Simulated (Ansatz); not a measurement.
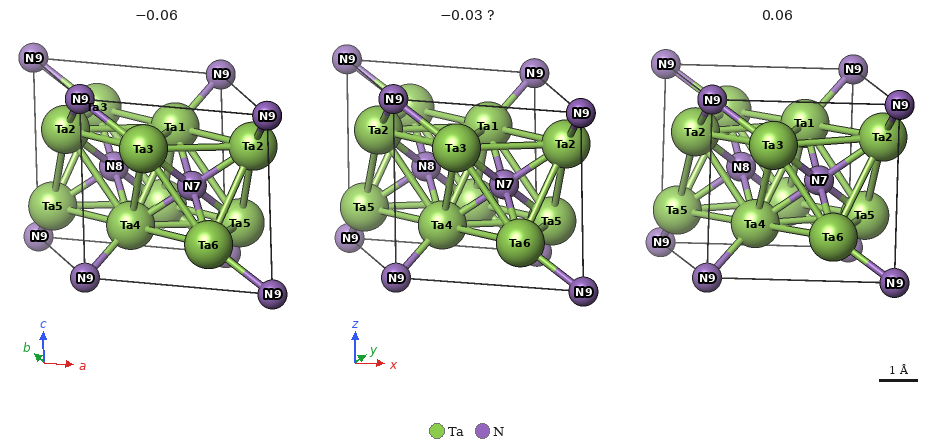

Crystalline Ta$_{2}$N (P-31m): the cell is strained in shear in the xz plane, with the atoms kept at their fractional coordinates. x, y and z are the Cartesian axes of the input. A ball-and-stick model of the cell of the calculation, seen slightly off an axis.

Computed with DFT PBEsol, scalar-relativistic, plane waves, PAW (Ansatz 0.2.0). (plane-wave cutoff 420 eV; k-point mesh 12 × 12 × 8; occupations gaussian; smearing width 0.15 eV; no spin polarisation). Energies (free energies at the smearing named) are counted from the relaxed crystal.

```
engineering shear strain  E − E(ref) (meV/atom)
                  −0.060                   29.4
                  −0.045                   16.4
                  −0.030                      ?
                  −0.015                    1.8
                   0.000                    0.0
                   0.015                    1.8
                   0.030                    7.1
                   0.045                   15.9
                   0.060                   28.2
```

Question: One row is withheld. What is its energy?

Answer: A straight line between the two neighbours gives 9.1 meV/atom. A cubic through the four nearest rows (−0.060, −0.045, −0.015, 0.000) gives, with Lagrange weights, (−0.1667)(29.4) + (0.6667)(16.4) + (0.6667)(1.8) + (−0.1667)(0.0) = 7.2 meV/atom. The calculation gives 7.3 meV/atom, so the cubic is 0.1 meV/atom too low and the straight line 1.8 meV/atom too high, as the curve bends upwards here.

The whole profile:

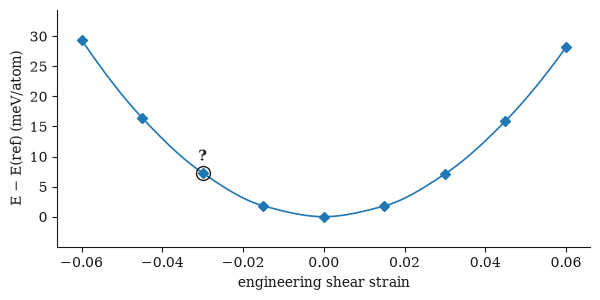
